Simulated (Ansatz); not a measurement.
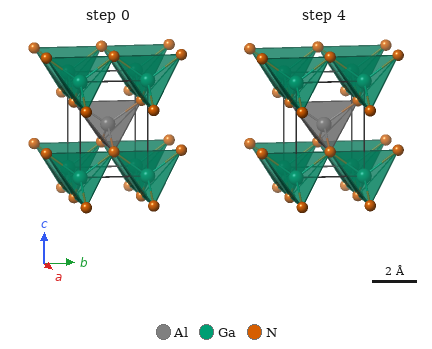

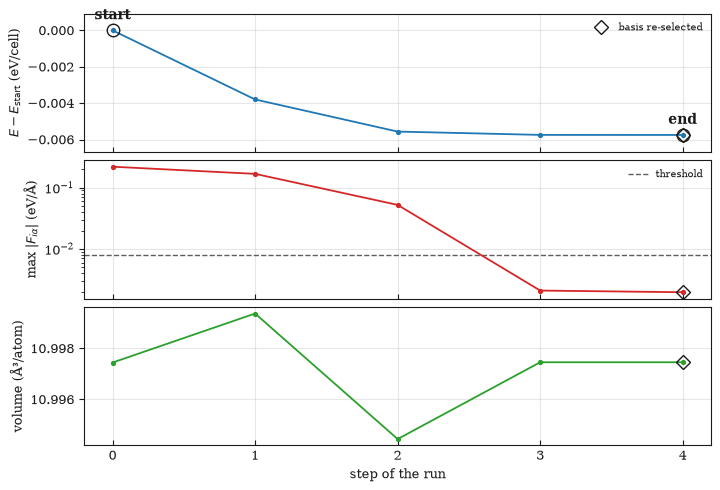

First and last geometry of a relaxation of crystalline AlGaN2 (set up in Pmm2), with the history of the run. Style: polyhedral. Shown: the cell of the calculation, slightly off an axis.

Case: uniaxial strain along a of +2.0 %; b, c and atoms relaxed.

These are results of DFT r2SCAN, scalar-relativistic, plane waves, PAW (Ansatz 0.2.0), not measurements. Settings: plane-wave cutoff 500 eV; k-point mesh 8 × 8 × 6; occupations gaussian; smearing width 0.02 eV; no spin polarisation; cell relaxed at fixed a, angles; force threshold 0.008 eV/Å; at most 40 steps.

### Read the history and describe the run.

It converged. Over 3 accepted moves (4 points after the start) the energy falls by 5.7 meV per cell of the calculation. The largest force component goes from 0.22 to 0.002 eV/Å. The pressure goes from −1.85 to −2.01 GPa. At 1 point the geometry stayed and the basis and grid were re-selected for the new cell (energy shift of less than 0.05 meV per cell of the calculation at most each time). The atom that moves furthest relative to the cell is an N atom (0.007 Å along +c). By element the largest moves are N 0.007 Å, Ga 0.006 Å, Al 0.005 Å. The drawn cell changes at constant volume: a unchanged at 3.201 Å, b 3.123 → 3.146 Å (+0.7 %), c 4.400 → 4.368 Å (−0.7 %). Near-neighbour distances that change, for instance: Ga–N 1.938 → 1.950 Å, Ga–N 1.970 → 1.959 Å, Al–N 1.915 → 1.905 Å, Al–N 1.883 → 1.893 Å. The space group stays Pmm2 (No. 25). The run took 2.5 min on 1 thread of Intel(R) Xeon(R) Processor @ 2.50GHz (Skylake/Cascade Lake), on a shared host, peak memory 0.54 GiB.

```csv
step,"E − E(0), meV/atom","largest force component, eV/Å","pressure, GPa","volume, Å³/atom",note
0,0.00,0.2199,-1.85,10.997,
1,-0.95,0.1681,-1.96,10.999,
2,-1.39,0.0523,-1.95,10.994,
3,-1.44,0.0021,-2.02,10.997,
4,-1.44,0.0020,-2.01,10.997,"same geometry, new basis"
```
